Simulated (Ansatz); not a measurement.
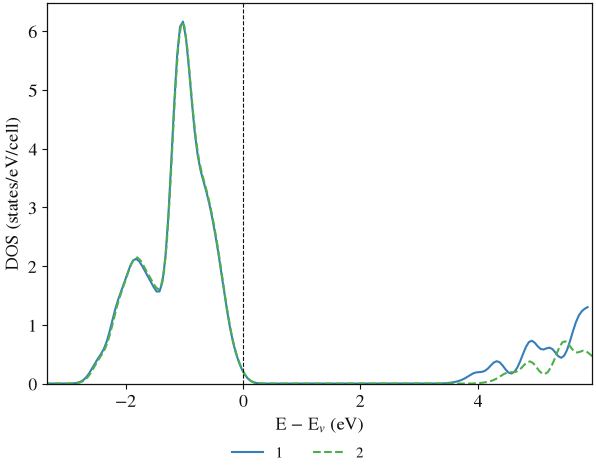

Total densities of states of CaO, space group Fm-3m, 2 atoms in the cell, rocksalt type, by two methods on the same cell. The curves are built from the levels of the k mesh with Gaussians 0.3 eV wide, which also blur the band edges. Each is counted from its own valence-band top.

Which curve is which? The methods: r2SCAN, PBE.

Answer. 1 is PBE; 2 is r2SCAN. PBE gives a gap of 3.65 eV and r2SCAN gives a gap of 4.20 eV.

Settings. PBE: DFT, PBE, plane waves, PAW, no spin polarisation, 10×10×10 k mesh, 420 eV cutoff, Fermi-Dirac smearing of 0.02 eV (Ansatz). r2SCAN: DFT, r2SCAN, plane waves, PAW, no spin polarisation, 10×10×10 k mesh, 500 eV cutoff (Ansatz).
